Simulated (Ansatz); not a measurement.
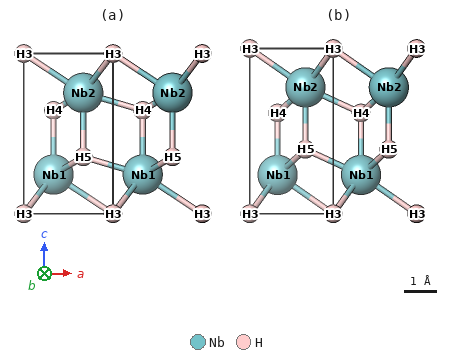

The structure of a crystal of Nb2H3 (built on the A-type sesquioxide_164 type) (coarse preliminary run) before (left) and after (right) a relaxation, at one scale.

Style: ball-and-stick. Shown: the cell of the calculation, repeated 2 × 1 × 1 with one cell outlined, along the b axis.

Case: A-type sesquioxide type (P-3m1, No. 164).

All numbers below come from Ansatz, DFT PBE, scalar-relativistic, plane waves, PAW.

Input
```yaml
crystal:
  lattice:
    - [3.3091608084, 0.0, 0.0]
    - [-1.6545804042, 2.8658173252, 0.0]
    - [0.0, 0.0, 5.1485166892]
  atoms:
    - { symbol: Nb, position: [0.3333333333, 0.6666666667, 0.245] }
    - { symbol: Nb, position: [0.6666666667, 0.3333333333, 0.755] }
    - { symbol: H, position: [0.0, 0.0, 0.0] }
    - { symbol: H, position: [0.3333333333, 0.6666666667, 0.645] }
    - { symbol: H, position: [0.6666666667, 0.3333333333, 0.355] }
basis:
  ecutwfc: 420
kpoints:
  mp_grid: { grid: [6, 6, 4] }
hamiltonian:
  xc: pbe
scf:
  occupations: { method: gaussian, width: 0.1 }
  lower_state_search: "off"
output:
  forces: true
  stress: true
  eigenvalues: true
relax:
  adjacent_minimum: "off"
  f_tol: 0.04
  max_steps: 70
  cell: { stress_tol: 0.4 }
```

Command:
```bash
ansatz run input.yaml --threads 1 --pin off --max-ram 2560MiB --backend cpu --events-out ev --progress --plain --runs-dir out
```

Describe what moved and what it gained.

Answer. After 5 accepted moves (6 points after the start) the energy has fallen by 79.8 meV per atom. The largest force component goes from 0.63 to 0.012 eV/Å. Pressure: −14.97 GPa at the start and 0.02 GPa at the end. At 1 point the geometry stayed and the basis and grid were re-selected for the new cell (energy shift of 0.6 meV per atom at most each time). The largest moves relative to the cell, 0.19 Å, are those of H4 and H5. H5 goes along +c. Largest moves by element: H 0.19 Å, Nb 0.05 Å. The drawn cell changes as follows: a = b 3.309 → 3.095 Å (−6.5 %), c 5.149 → 5.309 Å (+3.1 %); the volume changes by −9.8 %. Among the contacts that change: Nb1–Nb1 3.309 → 3.095 Å, Nb1–H3 2.289 → 2.180 Å, Nb1–Nb2 3.165 → 3.070 Å, Nb1–Nb2 (another image) 3.247 → 3.332 Å. Bond angles that change, for instance: Nb2–H4–Nb2 112.3° → 103.8°, Nb1–H4–Nb2 106.5° → 114.7°, Nb1–H3–Nb2 87.4° → 89.5°. The space group stays P-3m1 (No. 164).
